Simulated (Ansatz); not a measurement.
Run report: BaTiO3, geometry relaxation

System: BaTiO3 (5 atoms in the cell).
Method: DFT r2SCAN, scalar-relativistic, plane waves, PAW, no spin polarisation (Ansatz 0.2.0).

The structure derives from a Materials Project entry. Figures and captions count atoms from 1; the log counts them from 0 in places.

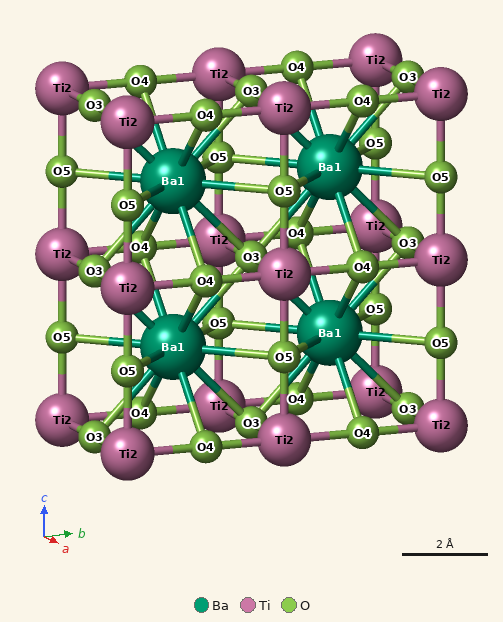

**Figure 1.** The structure as given in the input (ball-and-stick view of the cell of the calculation, repeated 1 × 2 × 2, seen slightly off an axis; atoms are numbered from 1 in the order of the input). An atom can appear more than once, as a periodic image.

## Results in brief

```json
{"quantity": "outcome", "value": "converged"}
{"quantity": "space group (tolerance 0.01 Å)", "value": "Pm-3m (221)"}
{"quantity": "electrons treated", "value": "40"}
{"quantity": "free energy", "value": "−10183.7939 eV"}
{"quantity": "Fermi energy", "value": "11.168 eV"}
{"quantity": "gap on the k-point mesh", "value": "2.17 eV"}
{"quantity": "pressure", "value": "0.00 GPa"}
{"quantity": "final volume", "value": "63.71 Å³"}
{"quantity": "largest force (length of the vector) at the end", "value": "under 0.001 eV/Å"}
{"quantity": "final cell", "value": "a = 3.994 Å, b = 3.994 Å, c = 3.994 Å, α = 90.00°, β = 90.00°, γ = 90.00°"}
{"quantity": "hardware", "value": "1 thread of Arm Neoverse V2, 24 GiB of memory available, shared host"}
{"quantity": "wall time", "value": "30 s"}
{"quantity": "peak memory", "value": "0.51 GiB"}
```

## Input file
```yaml
crystal:
  lattice:
    - [4.0076816357, 0.0, 0.0]
    - [0.0, 4.0076816357, 0.0]
    - [0.0, 0.0, 4.0076816357]
  atoms:
    - { symbol: Ba, position: [0.5, 0.5, 0.5] }
    - { symbol: Ti, position: [0.0, 0.0, 0.0] }
    - { symbol: O, position: [0.5, 0.0, 0.0] }
    - { symbol: O, position: [0.0, 0.5, 0.0] }
    - { symbol: O, position: [0.0, 0.0, 0.5] }
basis:
  ecutwfc: 500
kpoints:
  mp_grid: { grid: [8, 8, 8] }
hamiltonian:
  xc: r2scan
scf:
  occupations: { method: gaussian, width: 0.02 }
output:
  forces: true
  stress: true
  eigenvalues: true
relax:
  adjacent_minimum: "off"
  f_tol: 0.005
  max_steps: 80
  cell: { stress_tol: 0.05 }
```

Command:
```bash
ansatz run input.yaml --threads 1 --pin off --max-ram 2560MiB --backend cpu --events-out ev --progress --plain --runs-dir out
```

## Log
```
Engine: ansatz 0.2.0, aarch64-unknown-linux-gnu
Pseudopotentials: kind: paw
Pseudopotential: Ba, paw, valence charge 10, recommended cutoff 500 eV (meta_gga), Ba.paw.azcp
Pseudopotential: Ti, paw, valence charge 12, recommended cutoff 500 eV (meta_gga), Ti.paw.azcp
Pseudopotential: O, paw, valence charge 6, recommended cutoff 500 eV (meta_gga), O.paw.azcp
Functional definition: r2SCAN
  parameter k0 = 0.174
  parameter k1 = 0.065
  parameter a1 = 4.9479
  exchange = r2scan_x(k0 = k0, k1 = k1, a1 = a1)
  correlation = r2scan_c
Crystal: 5 atoms, lattice volume = 64.369 Å³
Basis set: ecut = 500 eV, 1647 PW (Γ), exchange–correlation on 120×120×120 points (64 copies of the dense FFT grid, shifted against one another)
Bands: 25, of which v1, the nominal top of the filled ones, is band 20 counted from 1 (19 counted from 0)
Symmetry: 48 space group operations
Space group: Pm-3m (ITA 221), of the structure as read, at distance tolerance 4.0e-5 Å
k-points: 35 of 512
Non-local potential: Ba, projectors of the file, l = 0: 3, l = 1: 2, l = 2: 2, l = 3: 2
Non-local potential: Ti, projectors of the file, l = 0: 3, l = 1: 2, l = 2: 3, l = 3: 1
Non-local potential: O, projectors of the file, l = 0: 2, l = 1: 2, l = 2: 1
PAW form: soft (Blöchl's): semilocal exchange-correlation on the pseudo side does not see the compensation charge
PAW frozen core: Ba, regenerated for the run's functional (the file was generated under x = pbe(κ = 0.804, μ = 0.2195149727645171), c = pbe(β = 0.06672455060314922))
PAW frozen core: Ti, regenerated for the run's functional (the file was generated under x = pbe(κ = 0.804, μ = 0.2195149727645171), c = pbe(β = 0.06672455060314922))
PAW frozen core: O, regenerated for the run's functional (the file was generated under x = pbe(κ = 0.804, μ = 0.2195149727645171), c = pbe(β = 0.06672455060314922))
PAW one-centre angular grid: Ba, 302 points (default); XC on 160 Gauss nodes
PAW one-centre angular grid: Ti, 590 points (default); XC on 160 Gauss nodes
PAW one-centre angular grid: O, 302 points (default); XC on 160 Gauss nodes
Initial density: superposition of atomic densities (neutral atoms: chi_scale 0, normalization atom), corrected by the library's trained network
Initial wavefunctions: pseudopotential atomic-orbital guess
Functional: x = r2scan, c = r2scan; τ floored in thin density (d = 2e-4 eV/Å³)
SCF iter   1: F=—  HF=-10183.697017 eV  |F-HF|=—  |Δ(HF+E_count)|=         —  Δρ=2.19e-2  dr2=3.91e-1  dr2_τ=2.38e-1  ethr=1.77e-3  ⟨swp⟩=6.3  Hψ=4461  notcnv=0
preconditioner: auto → Resta (q_TF=auto, 2.520 Å⁻¹)  ε∞=5.1  [insulator: Δε(μ)=2.669 eV  Ē_g=12.875 eV  σ=0.020 eV  W_gap=1.00  n_scr=18 (ndim 8)  ℏωp=26.2 eV  f_vac=0.000  D(μ)=0.00/eV (n_scr^D=0)  ε∞_Penn≈5.1]
SCF iter   2: F=—  HF=-10183.797967 eV  |F-HF|=—  |Δ(HF+E_count)|=   1.01e-1  Δρ=1.14e-2  dr2=5.18e-2  dr2_τ=2.13e-2  ethr=9.79e-4  ⟨swp⟩=3.3  Hψ=1895  notcnv=0  defer=35
SCF iter   3: F=—  HF=-10183.791103 eV  |F-HF|=—  |Δ(HF+E_count)|=   6.86e-3  Δρ=3.68e-3  dr2=5.89e-3  dr2_τ=4.30e-4  ethr=1.30e-4  ⟨swp⟩=2.2  Hψ=1303  notcnv=0  defer=35
SCF iter   4: F=—  HF=-10183.790301 eV  |F-HF|=—  |Δ(HF+E_count)|=   8.03e-4  Δρ=1.53e-3  dr2=1.08e-3  dr2_τ=1.71e-4  ethr=1.47e-5  ⟨swp⟩=2.0  Hψ=1537  notcnv=0  defer=35
SCF iter   5: F=—  HF=-10183.790147 eV  |F-HF|=—  |Δ(HF+E_count)|=   1.54e-4  Δρ=3.30e-4  dr2=5.40e-5  dr2_τ=4.46e-6  ethr=2.69e-6  ⟨swp⟩=2.7  Hψ=1308  notcnv=0  defer=35
SCF iter   6: F=—  HF=-10183.790148 eV  |F-HF|=—  |Δ(HF+E_count)|=   1.65e-6  Δρ=7.92e-5  dr2=4.83e-6  dr2_τ=2.86e-7  ethr=1.35e-7  ⟨swp⟩=2.5  Hψ=1412  notcnv=0  defer=35
SCF iter   7: F=-10183.790148 eV  HF=-10183.790148 eV  |F-HF|=1.01e-8  |Δ(HF+E_count)|=   4.47e-7  Δρ=7.02e-6  dr2=2.37e-8  dr2_τ=7.99e-9  ethr=2.50e-10  ⟨swp⟩=8.1  Hψ=4559  notcnv=0
SCF 1 converged in 7 iterations: F = -10183.790148 eV  dr2 = 2.37e-8
  greatest PAW one-centre occupation: 0.999 electrons in one spin orbital (limit 2), on the Ti atom at site 1 (counted from 0), in its partial waves of l = 0
relax step   1: F+E_penalty+E_count = -10183.79014794 eV  Δ(F+E_penalty+E_count) = +0.000e0 eV  max|allowed force component| = 3.744e-29 eV/Å  Δτ_max = 0.0000 Å  P = -1.808 GPa  Ω = 64.369 Å³  (7 SCF iters, dr2 threshold 1.00e-7 eV, accepted)
Crystal: 5 atoms, lattice volume = 63.645 Å³
Basis set: ecut = 500 eV, 1575 PW (Γ), exchange–correlation on 120×120×120 points (64 copies of the dense FFT grid, shifted against one another)
Initial density: handed on by an earlier stage of this run
Initial wavefunctions: those handed on with the density
iter 1 solved again at ethr=2.12e-6 eV; its pass at ethr=3.10e-3 eV (dr2=8.50e-4 eV) is discarded
SCF iter   1: F=—  HF=-10183.790422 eV  |F-HF|=—  |Δ(HF+E_count)|=         —  Δρ=1.20e-3  dr2=7.40e-4  dr2_τ=3.56e-3  ethr=2.12e-6  ⟨swp⟩=2.0  Hψ=4612  notcnv=0
preconditioner: auto → Resta (q_TF=auto, 2.525 Å⁻¹)  ε∞=5.4  [insulator: Δε(μ)=2.192 eV  Ē_g=12.549 eV  σ=0.020 eV  W_gap=1.00  n_scr=18 (ndim 8)  ℏωp=26.3 eV  f_vac=0.000  D(μ)=0.00/eV (n_scr^D=0)  ε∞_Penn≈5.4]
SCF iter   2: F=—  HF=-10183.794110 eV  |F-HF|=—  |Δ(HF+E_count)|=   3.69e-3  Δρ=4.48e-4  dr2=8.44e-5  dr2_τ=3.17e-5  ethr=1.85e-6  ⟨swp⟩=2.0  Hψ=1750  notcnv=0
SCF iter   3: F=—  HF=-10183.794117 eV  |F-HF|=—  |Δ(HF+E_count)|=   7.23e-6  Δρ=2.36e-4  dr2=2.27e-5  dr2_τ=2.00e-6  ethr=2.11e-7  ⟨swp⟩=2.3  Hψ=1403  notcnv=0
SCF iter   4: F=—  HF=-10183.794122 eV  |F-HF|=—  |Δ(HF+E_count)|=   4.63e-6  Δρ=9.78e-5  dr2=4.10e-6  dr2_τ=3.50e-7  ethr=5.67e-8  ⟨swp⟩=1.9  Hψ=1269  notcnv=0
SCF iter   5: F=-10183.794123 eV  HF=-10183.794123 eV  |F-HF|=4.03e-8  |Δ(HF+E_count)|=   1.07e-6  Δρ=2.35e-5  dr2=2.65e-7  dr2_τ=1.50e-8  ethr=1.25e-9  ⟨swp⟩=2.5  Hψ=3296  notcnv=0
SCF 2 converged in 5 iterations: F = -10183.794123 eV  dr2 = 2.65e-7
relax step   2: F+E_penalty+E_count = -10183.79412304 eV  Δ(F+E_penalty+E_count) = -3.975e-3 eV  max|allowed force component| = 7.639e-30 eV/Å  Δτ_max = 0.0000 Å  P = +0.194 GPa  Ω = 63.645 Å³  energy of the carried Pulay correction = +2.773e-4 eV  (5 SCF iters, dr2 threshold 5.00e-7 eV, accepted)
Crystal: 5 atoms, lattice volume = 63.714 Å³
iter 1 solved again at ethr=2.00e-8 eV; its pass at ethr=3.10e-3 eV (dr2=8.00e-6 eV) is discarded
SCF iter   1: F=—  HF=-10183.794103 eV  |F-HF|=—  |Δ(HF+E_count)|=         —  Δρ=1.16e-4  dr2=7.24e-6  dr2_τ=3.33e-5  ethr=2.00e-8  ⟨swp⟩=2.0  Hψ=4508  notcnv=0
preconditioner: auto → Resta (q_TF=auto, 2.525 Å⁻¹)  ε∞=5.4  [insulator: Δε(μ)=2.171 eV  Ē_g=12.526 eV  σ=0.020 eV  W_gap=1.00  n_scr=18 (ndim 8)  ℏωp=26.3 eV  f_vac=0.000  D(μ)=0.00/eV (n_scr^D=0)  ε∞_Penn≈5.4]
SCF iter   2: F=—  HF=-10183.794137 eV  |F-HF|=—  |Δ(HF+E_count)|=   3.43e-5  Δρ=3.92e-5  dr2=6.77e-7  dr2_τ=3.28e-7  ethr=1.81e-8  ⟨swp⟩=2.0  Hψ=1575  notcnv=0
SCF iter   3: F=—  HF=-10183.794137 eV  |F-HF|=—  |Δ(HF+E_count)|=   8.94e-9  Δρ=1.85e-5  dr2=1.27e-7  dr2_τ=1.19e-8  ethr=2.34e-10  ⟨swp⟩=5.0  Hψ=3755  notcnv=0
SCF iter   4: F=-10183.794137 eV  HF=-10183.794137 eV  |F-HF|=8.68e-9  |Δ(HF+E_count)|=   2.21e-8  Δρ=6.04e-6  dr2=1.60e-8  dr2_τ=2.47e-9  ethr=2.34e-10  ⟨swp⟩=5.2  Hψ=3589  notcnv=0
SCF 3 converged in 4 iterations: F = -10183.794137 eV  dr2 = 1.60e-8
relax step   3: F+E_penalty+E_count = -10183.79413744 eV  Δ(F+E_penalty+E_count) = -1.440e-5 eV  max|allowed force component| = 2.235e-30 eV/Å  Δτ_max = 0.0000 Å  P = -0.004 GPa  Ω = 63.714 Å³  energy of the carried Pulay correction = +2.506e-4 eV  (4 SCF iters, dr2 threshold 9.36e-8 eV, accepted)
Initial wavefunctions: pseudopotential atomic-orbital guess (no wavefunctions were taken with the density)
iter 1 solved again at ethr=2.61e-8 eV; its pass at ethr=3.10e-3 eV (dr2=1.05e-5 eV) is discarded
SCF iter   1: F=—  HF=-10183.793858 eV  |F-HF|=—  |Δ(HF+E_count)|=         —  Δρ=2.96e-5  dr2=6.95e-8  dr2_τ=2.63e-7  ethr=2.61e-8  ⟨swp⟩=3.0  Hψ=6707  notcnv=0
preconditioner: auto → Resta (q_TF=auto, 2.525 Å⁻¹)  ε∞=5.4  [insulator: Δε(μ)=2.173 eV  Ē_g=12.528 eV  σ=0.020 eV  W_gap=1.00  n_scr=18 (ndim 8)  ℏωp=26.3 eV  f_vac=0.000  D(μ)=0.00/eV (n_scr^D=0)  ε∞_Penn≈5.4]
SCF iter   2: F=—  HF=-10183.793859 eV  |F-HF|=—  |Δ(HF+E_count)|=   9.60e-7  Δρ=1.53e-5  dr2=2.05e-8  dr2_τ=1.83e-8  ethr=1.74e-10  ⟨swp⟩=2.0  Hψ=1282  notcnv=0
SCF iter   3: F=—  HF=-10183.793859 eV  |F-HF|=—  |Δ(HF+E_count)|=   2.60e-8  Δρ=6.45e-6  dr2=8.01e-9  dr2_τ=3.40e-9  ethr=5.13e-11  ⟨swp⟩=2.3  Hψ=1503  notcnv=0
SCF iter   4: F=—  HF=-10183.793859 eV  |F-HF|=—  |Δ(HF+E_count)|=   3.42e-9  Δρ=3.94e-7  dr2=5.37e-11  dr2_τ=1.72e-11  ethr=2.00e-11  ⟨swp⟩=2.1  Hψ=1513  notcnv=0
SCF iter   5: F=-10183.793859 eV  HF=-10183.793859 eV  |F-HF|=1.09e-11  |Δ(HF+E_count)|=  5.46e-11  Δρ=1.84e-7  dr2=1.26e-11  dr2_τ=1.44e-12  ethr=1.00e-12  ⟨swp⟩=4.0  Hψ=2854  notcnv=0
SCF 4 converged in 5 iterations: F = -10183.793859 eV  dr2 = 1.26e-11
relax step   4: F+E_penalty+E_count = -10183.79385905 eV  Δ(F+E_penalty+E_count) = +2.784e-4 eV  max|allowed force component| = 3.326e-30 eV/Å  Δτ_max = 0.0000 Å  P = +0.000 GPa  Ω = 63.714 Å³  stress off target by 7.91e-5 GPa  SCF on the basis re-selected at this cell (its energy is not comparable with the rows above)  (5 SCF iters)
```

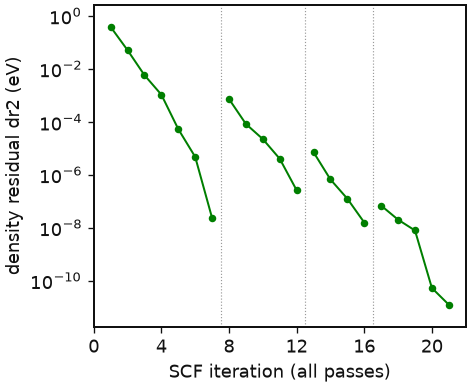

**Figure 2.** Convergence of the self-consistent field: density residual dr2 against the SCF iteration. The dotted lines part the SCF passes of the relaxation: geometry steps, rejected trials and re-solves on a re-selected basis. The passes take 7, 5, 4 and 5 iterations.

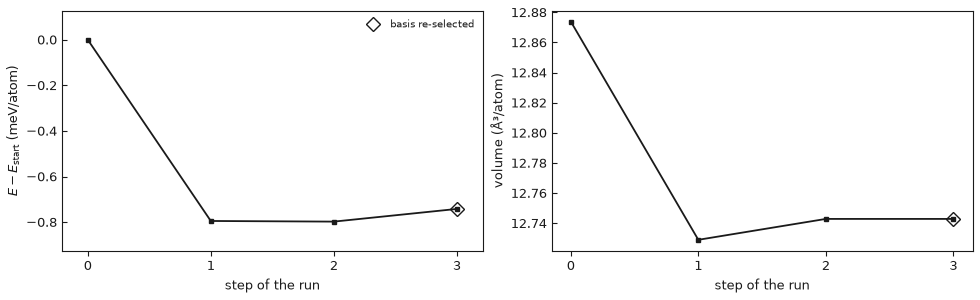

**Figure 3.** Progress of the relaxation, step by step (the first geometry is step 0 here and step 1 in the log). No atom moves by more than 0.005 Å relative to the cell. After 2 geometry steps the energy has fallen by 0.8 meV per atom. All forces vanish by symmetry, so only the cell relaxes. The pressure goes from −1.81 to 0.00 GPa. A last SCF at the same geometry on a re-selected plane-wave basis shifts the energy by +0.1 meV per atom.

```
basis re-selected at this cell: Δ(F+E_penalty+E_count) = +2.784e-4 eV, ΔP = +0.004 GPa vs the last step (what re-selecting the basis moved, of the pressure what is left beyond the Pulay correction that the steps carried, after the strain that the cell walked since its last selection, with what the two solves' SCF thresholds leave and, on support functions, any second-order correction that the steps lacked; it is no measure of the basis error at this ecutwfc). This SCF's stress stands 7.91e-5 GPa from its target on what of the cell is left free (relax.cell.stress_tol is 5.00e-2 GPa) and its largest allowed force component is 3.33e-30 eV/Å (relax.f_tol is 5.00e-3 eV/Å): within both
SCF converged after 5 iterations
Free energy (F): -10183.793859 eV
Harris-Foulkes:  -10183.793859 eV  (|F-HF|=1.09e-11)
Internal energy: -10183.793859 eV  (E = F + TS)
E sigma→0 (E₀):  -10183.793859 eV
Fermi energy:    11.168407 eV
--- Per-component energies (eV) ---
  E_band       = -170.407861
  E_kinetic    = 974.009801
  E_local      = -2083.906905  (includes V_loc(G=0)·N_el)
  E_nonlocal   = 199.329055
  E_hartree    = 814.272548
  E_xc         = -475.516208
  E_vxc        = -604.449508  (∫ρ·V_xc dr)
  E_paw        = -6784.859606  (= ΣΔE_a)
  E_vpaw       = -320.654250  (= ΣTr[D̂ρ^β])
  E_aug_tail   = 0.002994  (compensation charges beyond the density's cutoff)
  E_vtau       = 36.715866  (kinetic-family band-sum trace: ∫τ·v_τ [+ j·A + Jᵃ·Aᵃ] dr)
  E_ewald      = -2826.846674
  E_core_change = -0.278864  (= ΣΔE_core)
  E_smearing   = -0.000000  (= −TS)
  E_closure    = -0.000000  (closes the sum)
  Σ components = -10183.793859   (vs F -10183.793859, Δ=0.00e0)
--- Forces (eV/Å), atoms counted from 1 ---
  atom   1  Ba    -0.00000000    -0.00000000    -0.00000000
  atom   2  Ti    -0.00000000     0.00000000     0.00000000
  atom   3  O     -0.00000000    -0.00000000    -0.00000000
  atom   4  O     -0.00000000     0.00000000     0.00000000
  atom   5  O      0.00000000    -0.00000000    -0.00000000
  max |Σ_I F_I| component: 7.03e-30 eV/Å
--- Stress (GPa, compression-positive) ---
        0.000079      -0.000000       0.000000
       -0.000000       0.000079       0.000000
        0.000000       0.000000       0.000079
  P = ⅓ Tr σ = 0.0001 GPa (0.001 kbar)
--- Band table (eV; the first three rows and the last of 35) ---
  k-point 0: bands = ["-48.7519", "-23.8955", "-23.8955", "-23.8955", "-15.1977", "-7.7540", "-7.1297", "-7.1297", "0.0223", "0.0223", "0.0223", "7.7606", "7.7606", "7.7606", "8.9303", "8.9303", "8.9303", "9.9742", "9.9742", "9.9742", "12.2550", "12.2550", "12.2550", "14.3756", "14.3756"]
  k-point 1: bands = ["-48.7518", "-23.9040", "-23.8951", "-23.8951", "-15.1780", "-7.7625", "-7.1253", "-7.1132", "0.0477", "0.0477", "0.0828", "7.4946", "7.7197", "7.7197", "8.7707", "8.7707", "8.8070", "9.5838", "9.8598", "9.8598", "12.2724", "12.5573", "12.5573", "14.3767", "14.8232"]
  k-point 2: bands = ["-48.7514", "-23.9246", "-23.8944", "-23.8944", "-15.1297", "-7.8331", "-7.1145", "-7.0151", "0.1108", "0.1108", "0.2277", "6.8583", "7.5826", "7.5826", "8.4858", "8.4858", "8.5347", "8.8910", "9.6378", "9.6378", "12.3152", "13.1872", "13.1872", "14.3787", "15.6498"]
  k-point 34: bands = ["-48.7491", "-23.9475", "-23.9475", "-23.9475", "-14.9023", "-6.8680", "-6.8680", "-6.8680", "-0.7099", "-0.7099", "-0.7099", "5.5426", "6.1303", "6.1303", "7.7253", "7.7253", "7.7253", "10.0818", "10.0818", "10.0818", "14.6690", "14.6690", "14.6690", "17.6313", "17.6313"]
--- Relaxed structure (3 steps of the walk, 3 accepted, 1 SCFs on fresh bases) ---
  F+E_penalty+E_count = -10183.79385905 eV   max|allowed force component| = 3.326e-30 eV/Å   (the final SCF, on the basis selected at the relaxed cell)
  cell:  # Å, volume = 63.7143 Å³
    - [3.9940387827410473, -7.0617431294198645e-34, -1.2839532962581572e-34]
    - [-8.9876730738071e-34, 3.9940387827410473, 0.0]
    - [0.0, 0.0, 3.9940387827410473]
  atoms:
    - { symbol: Ba, position: [0.5, 0.5, 0.5] }
    - { symbol: Ti, position: [-1.1533430762951474e-34, -1.6018653837433532e-35, -1.4416788453688335e-35] }
    - { symbol: O, position: [0.5, 3.2037307674865156e-35, 1.7620519221173817e-35] }
    - { symbol: O, position: [2.851320383062553e-34, 0.5, 1.762051922117382e-35] }
    - { symbol: O, position: [1.5698280760680808e-34, 3.203730767486562e-35, 0.5] }
```

## Trajectory as extended XYZ (Å, eV, eV/Å), 4 frames, from step=1 to step=4
```
5
Lattice="4.0077 0.0000 0.0000 0.0000 4.0077 0.0000 0.0000 0.0000 4.0077" Properties=species:S:1:pos:R:3:forces:R:3 step=1 energy=-10183.79015 pressure_GPa=-1.81
Ba    2.0038    2.0038    2.0038    0.0000   0.0000   0.0000
Ti    0.0000    0.0000    0.0000    0.0000   0.0000   0.0000
O     2.0038    0.0000    0.0000    0.0000   0.0000   0.0000
O     0.0000    2.0038    0.0000    0.0000   0.0000   0.0000
O     0.0000    0.0000    2.0038    0.0000   0.0000   0.0000
5
Lattice="3.9926 0.0000 0.0000 0.0000 3.9926 0.0000 0.0000 0.0000 3.9926" Properties=species:S:1:pos:R:3:forces:R:3 step=2 energy=-10183.79412 pressure_GPa=0.19
Ba    1.9963    1.9963    1.9963    0.0000   0.0000   0.0000
Ti    0.0000    0.0000    0.0000    0.0000   0.0000   0.0000
O     1.9963    0.0000    0.0000    0.0000   0.0000   0.0000
O     0.0000    1.9963    0.0000    0.0000   0.0000   0.0000
O     0.0000    0.0000    1.9963    0.0000   0.0000   0.0000
5
Lattice="3.9940 0.0000 0.0000 0.0000 3.9940 0.0000 0.0000 0.0000 3.9940" Properties=species:S:1:pos:R:3:forces:R:3 step=3 energy=-10183.79414 pressure_GPa=-0.00
Ba    1.9970    1.9970    1.9970    0.0000   0.0000   0.0000
Ti    0.0000    0.0000    0.0000    0.0000   0.0000   0.0000
O     1.9970    0.0000    0.0000    0.0000   0.0000   0.0000
O     0.0000    1.9970    0.0000    0.0000   0.0000   0.0000
O     0.0000    0.0000    1.9970    0.0000   0.0000   0.0000
5
Lattice="3.9940 0.0000 0.0000 0.0000 3.9940 0.0000 0.0000 0.0000 3.9940" Properties=species:S:1:pos:R:3:forces:R:3 step=4 energy=-10183.79386 pressure_GPa=0.00
Ba    1.9970    1.9970    1.9970    0.0000   0.0000   0.0000
Ti    0.0000    0.0000    0.0000    0.0000   0.0000   0.0000
O     1.9970    0.0000    0.0000    0.0000   0.0000   0.0000
O     0.0000    1.9970    0.0000    0.0000   0.0000   0.0000
O     0.0000    0.0000    1.9970    0.0000   0.0000   0.0000
```
